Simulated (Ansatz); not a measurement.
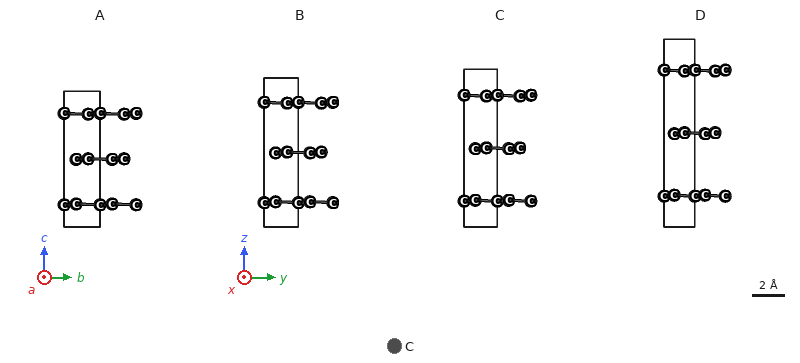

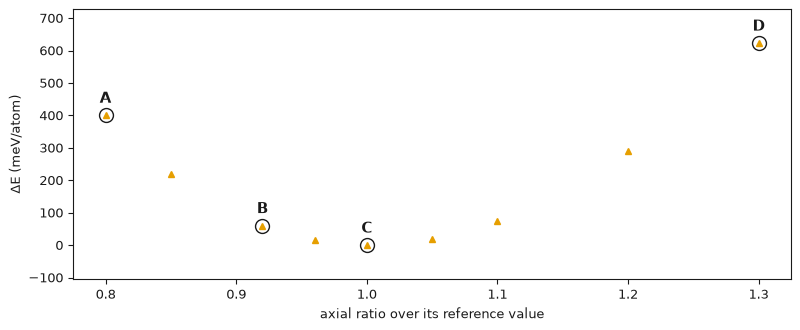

Energy scan for a crystal of C (R-3m), in which the ratio of the cell's length along z to its lengths across, counted as 1 for the reference, is changed at fixed volume (a c/a path), with the atoms kept at their fractional coordinates. x, y and z are the Cartesian axes of the input. The lettered frames are marked on the plot. A ball-and-stick model of the conventional cell (3 times the calculation's cell), repeated 2 × 2 × 1 with one cell outlined, seen along the a axis. Lengths and directions refer to the drawn axes.

The calculation used DFT r2SCAN, scalar-relativistic, plane waves, PAW (Ansatz 0.2.0). Set-up: plane-wave cutoff 500 eV; k-point mesh 12 × 12 × 12; occupations gaussian; smearing width 0.05 eV; no spin polarisation. Energies (free energies at the smearing named) are counted from the cell as listed in its source, which wasn't relaxed.

Describe the profile.

The lowest computed point lies at the relative ratio 1.00 (0 meV/atom). The distortion keeps the space group R-3m. At the relative ratio 1.30 the cell of the drawing goes a 2.456 → 2.250 Å, b 2.456 → 2.250 Å, c 10.041 → 11.960 Å.

Limits of the set-up: layers or molecules are held without a dispersion correction, so their spacing is unreliable.
